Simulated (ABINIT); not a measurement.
**Projected density-of-states run, with input and output: Bi (part 2 of 5)**

The same run, continued: Bi (slab, 4 atoms in the cell); Kohn-Sham DFT of a periodic cell, RPBE, JTH PAW PBE v2.0, no spin polarisation (ABINIT 10.8.3); cutoff 598.65 eV, 7×7×1 k-mesh, fermi-dirac of 0.05 eV. The structure derives from an entry of the Crystallography Open Database.

Geometry of the input (Å; fractional positions):
```
4.5390  0.0000  0.0000
-2.2695  3.9309  0.0000
0.0000  0.0000  32.7435
Bi 0.6667  0.3333  0.2291
Bi 0.3333  0.6667  0.4097
Bi 0.6667  0.3333  0.5903
Bi 0.3333  0.6667  0.7709
```

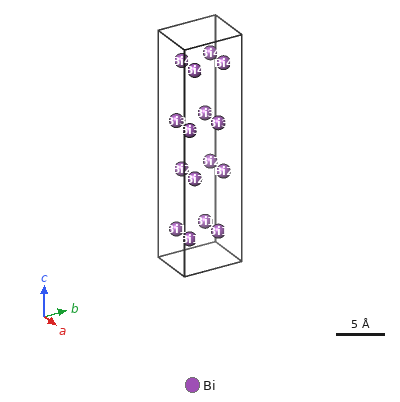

**Figure 1.** The structure as given in the input (spheres-only view of the 2 × 2 repeat of the cell, with the vacuum cut short, seen slightly off an axis; atoms are numbered from 1 in the order of the input). An atom can appear more than once, as a periodic image.

**Output, continued**
```
 Mean square residual over all n,k,spin=   37.757E-15; max=  41.012E-14
   0.0000  0.0000  0.0000    1  4.10121E-13 kpt; spin; max resid(k); each band:
  2.83E-17 2.83E-17 2.81E-17 2.81E-17 1.79E-16 1.79E-16 1.80E-16 1.80E-16
  6.00E-17 6.00E-17 5.94E-17 5.94E-17 3.54E-15 3.54E-15 3.55E-15 3.55E-15
  3.23E-15 3.24E-15 6.20E-15 6.22E-15 6.27E-14 1.04E-13 1.08E-13 1.00E-13
  4.10E-13 2.85E-13 1.99E-13 1.57E-13 9.40E-15 9.40E-15 5.53E-14 5.59E-14
  5.54E-14 5.82E-14 6.10E-14 6.10E-14
   0.1429  0.0000  0.0000    1  3.31353E-13 kpt; spin; max resid(k); each band:
  6.13E-17 6.18E-17 3.46E-17 3.45E-17 2.03E-16 2.03E-16 1.78E-16 1.78E-16
  6.35E-17 6.40E-17 5.98E-17 6.15E-17 3.23E-15 3.23E-15 3.52E-15 3.52E-15
  3.23E-15 3.25E-15 6.36E-15 6.36E-15 7.88E-14 1.05E-13 1.06E-13 1.01E-13
  3.31E-13 2.42E-13 2.13E-13 1.21E-13 4.45E-14 4.77E-14 2.00E-13 3.11E-14
  1.33E-14 7.38E-14 8.74E-14 3.03E-14
   0.2857  0.0000  0.0000    1  1.31950E-13 kpt; spin; max resid(k); each band:
  3.20E-16 3.16E-16 3.29E-16 3.29E-16 3.57E-17 3.60E-17 1.58E-16 1.59E-16
  7.60E-17 7.52E-17 6.29E-17 7.06E-17 3.11E-15 3.10E-15 3.48E-15 3.48E-15
  3.40E-15 3.45E-15 6.91E-15 6.92E-15 8.58E-14 1.21E-13 9.94E-14 9.90E-14
  1.65E-14 4.86E-14 7.84E-14 2.50E-14 6.76E-14 1.29E-13 1.32E-13 6.27E-14
  2.22E-14 6.50E-14 3.25E-14 1.72E-14
   0.4286  0.0000  0.0000    1  2.13390E-13 kpt; spin; max resid(k); each band:
  7.00E-16 6.93E-16 4.89E-16 4.89E-16 1.99E-17 2.06E-17 1.17E-16 1.17E-16
  6.94E-17 7.07E-17 6.97E-17 7.52E-17 3.04E-15 3.04E-15 3.48E-15 3.48E-15
  3.74E-15 3.79E-15 7.61E-15 7.61E-15 1.18E-13 1.00E-13 9.23E-14 9.77E-14
  5.85E-15 2.45E-14 5.52E-14 7.93E-15 7.66E-14 2.13E-13 1.71E-13 5.81E-14
  2.05E-14 5.84E-14 6.72E-14 2.96E-14
   0.1429  0.1429  0.0000    1  1.22475E-13 kpt; spin; max resid(k); each band:
  8.68E-17 8.63E-17 2.00E-16 1.99E-16 1.97E-16 1.96E-16 2.77E-16 2.77E-16
  7.43E-17 7.06E-17 6.98E-17 6.98E-17 3.15E-15 3.15E-15 3.41E-15 3.41E-15
  3.34E-15 3.36E-15 6.71E-15 6.71E-15 8.95E-14 1.22E-13 1.02E-13 9.93E-14
  5.69E-14 1.12E-13 8.14E-14 1.02E-13 6.97E-14 2.02E-14 9.15E-14 4.55E-14
  1.99E-14 2.19E-14 2.29E-14 1.84E-14
   0.2857  0.1429  0.0000    1  1.92854E-13 kpt; spin; max resid(k); each band:
  3.36E-16 3.34E-16 3.20E-16 3.21E-16 2.13E-16 2.11E-16 2.68E-16 2.68E-16
  7.35E-17 7.43E-17 7.30E-17 7.72E-17 3.09E-15 3.09E-15 3.31E-15 3.31E-15
  3.45E-15 3.49E-15 7.29E-15 7.30E-15 9.26E-14 1.14E-13 9.37E-14 9.83E-14
  1.86E-14 3.42E-14 3.73E-14 1.59E-14 7.53E-14 1.48E-13 1.93E-13 7.39E-14
  3.37E-14 4.22E-14 4.25E-14 6.21E-14
   0.4286  0.1429  0.0000    1  2.06015E-13 kpt; spin; max resid(k); each band:
  5.94E-16 5.96E-16 4.05E-16 4.05E-16 3.12E-17 3.14E-17 1.31E-16 1.31E-16
  6.68E-17 6.68E-17 7.06E-17 7.53E-17 3.04E-15 3.04E-15 3.29E-15 3.29E-15
  3.48E-15 3.50E-15 7.62E-15 7.63E-15 1.19E-13 4.54E-14 8.58E-14 9.12E-14
  8.67E-15 2.47E-14 3.68E-14 1.32E-14 6.24E-14 1.74E-13 2.06E-13 1.17E-13
  2.34E-14 2.85E-14 5.90E-14 3.84E-14
   0.2857  0.2857  0.0000    1  2.75671E-13 kpt; spin; max resid(k); each band:
  1.47E-16 1.47E-16 1.87E-16 1.88E-16 2.05E-16 2.05E-16 2.46E-16 2.46E-16
  6.73E-17 6.88E-17 6.80E-17 6.76E-17 3.08E-15 3.08E-15 3.14E-15 3.14E-15
  3.25E-15 3.26E-15 7.43E-15 7.44E-15 1.16E-13 4.57E-14 8.38E-14 8.81E-14
  2.02E-14 3.67E-14 2.62E-14 1.06E-14 2.81E-14 6.63E-14 8.89E-14 4.38E-14
  8.31E-14 2.76E-13 1.47E-13 1.25E-13
 reduced coordinates (array xred) for    4 atoms
       0.666666666667      0.333333333333      0.229053094500
       0.333333333333      0.666666666667      0.409684364800
       0.666666666667      0.333333333333      0.590315635200
       0.333333333333      0.666666666667      0.770946905500
 rms dE/dt=  8.2786E-03; max dE/dt=  2.0278E-02; dE/dt below (all hartree)
    1       0.000000000000      0.000000000000     -0.020278028320
    2       0.000000000000     -0.000000000000      0.000101259027
    3       0.000000000000      0.000000000000     -0.000101259027
    4      -0.000000000000      0.000000000000      0.020278028320

 cartesian coordinates (angstrom) at end:
    1      2.26950014835604     1.31029652157163     7.49999999467462
    2      0.00000000005292     2.62059304314326    13.41449998973174
    3      2.26950014835604     1.31029652157163    19.32899998806321
    4      0.00000000005292     2.62059304314326    25.24349998312034

 cartesian forces (hartree/bohr) at end:
    1     -0.00000000000000    -0.00000000000000     0.00032771910361
    2      0.00000000000000     0.00000000000000    -0.00000163647653
    3      0.00000000000000     0.00000000000000     0.00000163647653
    4      0.00000000000000     0.00000000000000    -0.00032771910361
 frms,max,avg= 1.3379243E-04 3.2771910E-04   0.000E+00  0.000E+00  0.000E+00 h/b

 cartesian forces (eV/Angstrom) at end:
    1     -0.00000000000000    -0.00000000000000     0.01685199387079
    2      0.00000000000000     0.00000000000000    -0.00008415100669
    3      0.00000000000000     0.00000000000000     0.00008415100669
    4      0.00000000000000     0.00000000000000    -0.01685199387079
 frms,max,avg= 6.8798835E-03 1.6851994E-02   0.000E+00  0.000E+00  0.000E+00 e/A
 length scales=  1.000000000000  1.000000000000  1.000000000000 bohr
              =  0.529177210544  0.529177210544  0.529177210544 angstroms
 Fermi (or HOMO) energy (eV) =  -1.95631   Average Vxc (eV)=  -3.74080
 Eigenvalues (   eV  ) for nkpt=   8  k points:
 kpt#   1, nband= 36, wtk=  0.02041, kpt=  0.0000  0.0000  0.0000 (reduced coord)
 -24.86678  -24.86678  -24.86678  -24.86678  -24.86404  -24.86404  -24.86404  -24.86404
 -24.84224  -24.84224  -24.84223  -24.84223  -24.83967  -24.83967  -24.83967  -24.83967
 -24.83651  -24.83649  -24.83410  -24.83410  -12.28499  -12.28155  -12.27810  -12.27648
  -2.73816   -2.63185   -2.48752   -2.35673   -0.56124   -0.56124   -0.55735   -0.55735
  -0.55344   -0.55344   -0.55156   -0.55156
 kpt#   2, nband= 36, wtk=  0.12245, kpt=  0.1429  0.0000  0.0000 (reduced coord)
 -24.86676  -24.86676  -24.86544  -24.86544  -24.86402  -24.86402  -24.86269  -24.86269
 -24.84268  -24.84268  -24.84236  -24.84235  -24.84011  -24.84011  -24.83979  -24.83978
 -24.83579  -24.83577  -24.83338  -24.83338  -12.22735  -12.22412  -12.22088  -12.21945
  -2.61479   -2.51446   -2.37852   -2.25530   -1.39129   -1.37977   -1.37045   -1.36642
  -0.71250   -0.70675   -0.70070   -0.69699
 kpt#   3, nband= 36, wtk=  0.12245, kpt=  0.2857  0.0000  0.0000 (reduced coord)
 -24.86679  -24.86679  -24.86404  -24.86404  -24.86242  -24.86241  -24.85967  -24.85967
 -24.84368  -24.84368  -24.84262  -24.84261  -24.84112  -24.84111  -24.84005  -24.84005
 -24.83411  -24.83409  -24.83170  -24.83170  -12.09059  -12.08798  -12.08535  -12.08446
  -2.55990   -2.55445   -2.54361   -2.53217   -2.28821   -2.20073   -2.09296   -2.00315
  -1.01190   -1.00424   -0.99585   -0.99019
 kpt#   4, nband= 36, wtk=  0.12245, kpt=  0.4286  0.0000  0.0000 (reduced coord)
 -24.86687  -24.86687  -24.86413  -24.86413  -24.86000  -24.85999  -24.85725  -24.85725
 -24.84449  -24.84448  -24.84284  -24.84283  -24.84192  -24.84192  -24.84027  -24.84027
 -24.83270  -24.83269  -24.83029  -24.83029  -11.97238  -11.97074  -11.96873  -11.96849
  -3.25743   -3.24921   -3.23918   -3.23144   -1.95172   -1.90306   -1.84455   -1.79859
  -1.22287   -1.21438   -1.20498   -1.19845
 kpt#   5, nband= 36, wtk=  0.12245, kpt=  0.1429  0.1429  0.0000 (reduced coord)
 -24.86645  -24.86645  -24.86371  -24.86371  -24.86356  -24.86356  -24.86081  -24.86081
 -24.84334  -24.84334  -24.84261  -24.84260  -24.84078  -24.84078  -24.84004  -24.84004
 -24.83459  -24.83458  -24.83219  -24.83219  -12.12973  -12.12692  -12.12409  -12.12303
  -2.39451   -2.32062   -2.24020   -2.19219   -2.18945   -2.16207   -2.12664   -2.06596
  -1.08132   -1.07624   -1.07093   -1.06775
 kpt#   6, nband= 36, wtk=  0.24490, kpt=  0.2857  0.1429  0.0000 (reduced coord)
 -24.86596  -24.86596  -24.86322  -24.86322  -24.86133  -24.86133  -24.85859  -24.85859
 -24.84412  -24.84412  -24.84298  -24.84297  -24.84155  -24.84155  -24.84040  -24.84040
 -24.83309  -24.83308  -24.83069  -24.83069  -12.00010  -11.99811  -11.99594  -11.99550
  -2.93871   -2.93109   -2.92128   -2.91337   -2.04584   -1.98247   -1.90407   -1.84003
  -1.55148   -1.54374   -1.53582   -1.53078
 kpt#   7, nband= 36, wtk=  0.12245, kpt=  0.4286  0.1429  0.0000 (reduced coord)
 -24.86578  -24.86578  -24.86304  -24.86304  -24.86031  -24.86031  -24.85756  -24.85756
 -24.84446  -24.84446  -24.84314  -24.84313  -24.84190  -24.84190  -24.84057  -24.84057
 -24.83242  -24.83242  -24.83002  -24.83002  -11.93898  -11.93784  -11.93594  -11.93586
  -3.22810   -3.21991   -3.21007   -3.20260   -1.84277   -1.81478   -1.78146   -1.75271
  -1.73453   -1.72281   -1.71265   -1.71057
 kpt#   8, nband= 36, wtk=  0.12245, kpt=  0.2857  0.2857  0.0000 (reduced coord)
 -24.86399  -24.86399  -24.86166  -24.86166  -24.86125  -24.86125  -24.85892  -24.85892
 -24.84416  -24.84416  -24.84357  -24.84357  -24.84159  -24.84159  -24.84100  -24.84100
 -24.83239  -24.83238  -24.82999  -24.82999  -11.92458  -11.92369  -11.92178  -11.92174
  -2.94503   -2.93739   -2.92828   -2.92147   -2.32903   -2.32238   -2.31380   -2.30702
  -1.80053   -1.77201   -1.74115   -1.71977
 Total charge density [el/Bohr^3]
)     Maximum=    1.6057E+00  at reduced coord.    0.3333    0.6667    0.7707
)Next maximum=    1.6057E+00  at reduced coord.    0.6667    0.3333    0.2293
)     Minimum=    0.0000E+00  at reduced coord.    0.0000    0.0000    0.0000
)Next minimum=    0.0000E+00  at reduced coord.    0.0185    0.0000    0.0000
   Integrated=    6.0000E+01

--- !EnergyTerms
iteration_state     : {dtset: 1, }
comment             : Components of total free energy in Hartree
kinetic             :  1.79949554921358E+01
hartree             :  2.86908940054377E+02
xc                  : -9.63325209587654E+00
Ewald energy        :  2.54685997776455E+01
psp_core            :  1.70232432185537E+00
local_psp           : -6.90387915023654E+02
PAW spherical_terms :  7.98583214968460E+01
internal            : -2.88088025976671E+02
'-kT*entropy'       : -3.88017075732399E-03
total_energy        : -2.88091906147429E+02
total_energy_eV     : -7.83938013251859E+03
...

--- !EnergyTermsDC
iteration_state     : {dtset: 1, }
comment             : '"Double-counting" decomposition of free energy'
band_energy         : -4.12054217057124E+01
Ewald energy        :  2.54685997776455E+01
psp_core            :  1.70232432185537E+00
xc_dc               : -2.85898532143884E+02
PAW spherical_terms :  1.18449923133708E+01
internal            : -2.88088037436725E+02
'-kT*entropy'       : -3.88017075732399E-03
total_energy_dc     : -2.88091917607482E+02
total_energy_dc_eV  : -7.83938044436254E+03
...

--- !EnergyTermsWithPAWCore
iteration_state     : {dtset: 1, }
comment             : 'Components of total free energy, including PAW core contributions'
Total energy        : -8.61256560194155E+04
Total energy DC     : -8.61256560308756E+04
Total energy (eV)   : -2.34359849163281E+06
Total energy DC (eV): -2.34359849194466E+06
...

 Cartesian components of stress tensor (hartree/bohr^3)
  sigma(1 1)=  1.08785092E-04  sigma(3 2)=  0.00000000E+00
  sigma(2 2)=  1.08785092E-04  sigma(3 1)=  0.00000000E+00
  sigma(3 3)=  3.01204323E-06  sigma(2 1)= -1.09158678E-14

-Cartesian components of stress tensor (GPa)         [Pressure= -2.1633E+00 GPa]
- sigma(1 1)=  3.20056789E+00  sigma(3 2)=  0.00000000E+00
- sigma(2 2)=  3.20056789E+00  sigma(3 1)=  0.00000000E+00
- sigma(3 3)=  8.86173714E-02  sigma(2 1)= -3.21155919E-10

================================================================================
== DATASET  2 ==================================================================

--- !DatasetInfo
iteration_state: {dtset: 2, }
dimensions: {natom: 4, nkpt: 14, mband: 40, nsppol: 1, nspinor: 1, nspden: 1, mpw: 19525, }
cutoff_energies: {ecut:  22.0, pawecutdg:  44.0, }
electrons: {nelect:   6.00000000E+01, charge:   0.00000000E+00, occopt:   3.00000000E+00, tsmear:   1.83746611E-03, }
meta: {optdriver: 0, ionmov: 0, optcell: 0, iscf: -3, paral_kgb: 0, }
...

 mkfilename : getden/=0, take file _DEN from output of DATASET   1.

 Exchange-correlation functional for the present dataset will be:
  GGA: RPBE functional - ixc=15
  Hammer, L. B. Hansen, and J. K. Norskov, PRB 59, 7413 (1999)

 Real(R)+Recip(G) space primitive vectors, cartesian coordinates (Bohr,Bohr^-1):
 R(1)=  8.5774674  0.0000000  0.0000000  G(1)=  0.1165845  0.0673101  0.0000000
 R(2)= -4.2887337  7.4283047  0.0000000  G(2)=  0.0000000  0.1346202  0.0000000
 R(3)=  0.0000000  0.0000000 61.8762474  G(3)=  0.0000000  0.0000000  0.0161613
 Unit cell volume ucvol=  3.9425096E+03 bohr^3
 Angles (23,13,12)=  9.00000000E+01  9.00000000E+01  1.20000000E+02 degrees

 Coarse grid specifications (used for wave-functions):

 getcut: wavevector=  0.0000  0.0000  0.0000  ngfft=  40  40 270
         ecut(hartree)=     22.000   => boxcut(ratio)=   2.06663

 Fine grid specifications (used for densities):

 getcut: wavevector=  0.0000  0.0000  0.0000  ngfft=  54  54 375
         ecut(hartree)=     44.000   => boxcut(ratio)=   2.02421
--------------------------------------------------------------------------------

================================================================================

--- !BeginCycle
iteration_state: {dtset: 2, }
solver: {iscf: -3, nstep: 120, nline: 4, wfoptalg: 10, }
tolerances: {tolwfr: 1.00E-10, }
...
```
